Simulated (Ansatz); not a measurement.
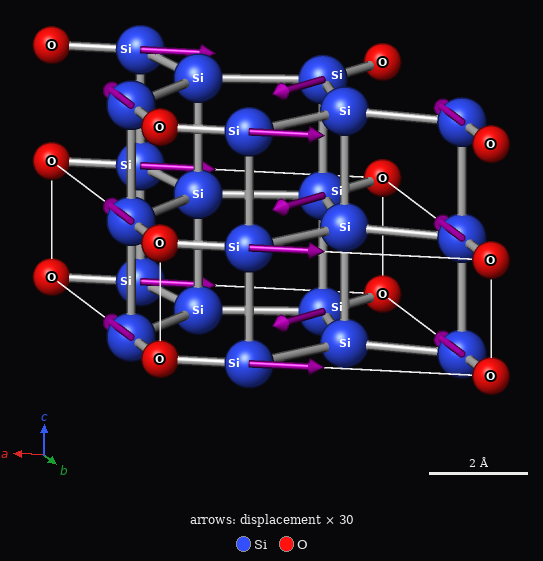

This is a relaxation of crystalline Si5O (a generated structure, set up in P-62m) (coarse preliminary run). The starting structure is drawn; purple arrows show the displacements (the part carried along by the change of the cell is left out), 30 times their true length.

Style: ball-and-stick. Shown: the cell of the calculation, repeated 1 × 1 × 2 with one cell outlined, from a free direction.

Level of theory: Ansatz, DFT PBE, scalar-relativistic, plane waves, PAW.

Input
```yaml
crystal:
  lattice:
    - [6.8971113761, 0.0, 0.0]
    - [-3.448555688, 5.9730736644, 0.0]
    - [0.0, 0.0, 2.453268262]
  atoms:
    - { symbol: Si, position: [0.7314759625, 0.0, 0.0] }
    - { symbol: Si, position: [0.0, 0.7314759625, 0.0] }
    - { symbol: Si, position: [0.2685240375, 0.2685240375, 0.0] }
    - { symbol: Si, position: [0.3333333333, 0.6666666667, 0.0] }
    - { symbol: Si, position: [0.6666666667, 0.3333333333, 0.0] }
    - { symbol: O, position: [0.0, 0.0, 0.0] }
basis:
  ecutwfc: 420
kpoints:
  mp_grid: { grid: [3, 3, 8] }
hamiltonian:
  xc: pbe
scf:
  occupations: { method: gaussian, width: 0.1 }
  lower_state_search: "off"
output:
  forces: true
  stress: true
  eigenvalues: true
relax:
  adjacent_minimum: "off"
  f_tol: 0.04
  max_steps: 70
  cell: { stress_tol: 0.4 }
```

Run as
```bash
ansatz run input.yaml --threads 1 --pin off --max-ram 2560MiB --backend cpu --events-out ev --progress --plain --runs-dir out
```

Q: Atoms of which element are displaced furthest, and by how much?

A: Silicon: up to 0.053 Å, against 0.000 Å for oxygen.

Q: What did the optimiser do to the structure, and how much energy did it gain?

A: The largest moves relative to the cell, 0.053 Å, are those of Si1, Si2 and Si3. Si1 goes along −a. O stays in place. The drawn cell changes as follows: a = b 6.897 → 6.684 Å (−3.1 %), c 2.453 → 2.560 Å (+4.3 %); the volume changes by −2.0 %. Among the contacts that change: Si1–Si4 2.552 → 2.441 Å, Si1–Si1 2.453 → 2.560 Å, Si1–O6 1.852 → 1.847 Å. The space group stays P-62m (No. 189). After 3 accepted moves (5 points after the start) the energy has fallen by 44.0 meV per atom. Largest force component: 0.31 eV/Å at the start, 0.0082 eV/Å at the end. The pressure goes from 0.15 to 0.19 GPa. The line search rejected the trial step at point 2 of the run. The SCF was repeated once at an unchanged geometry on a basis and grid sized afresh for the cell, which shifted the energy by 0.3 meV per atom at most. The run took 38 s on 1 thread of Intel(R) Xeon(R) Processor @ 2.50GHz (Skylake/Cascade Lake), with other jobs on the host, peak memory 0.35 GiB.
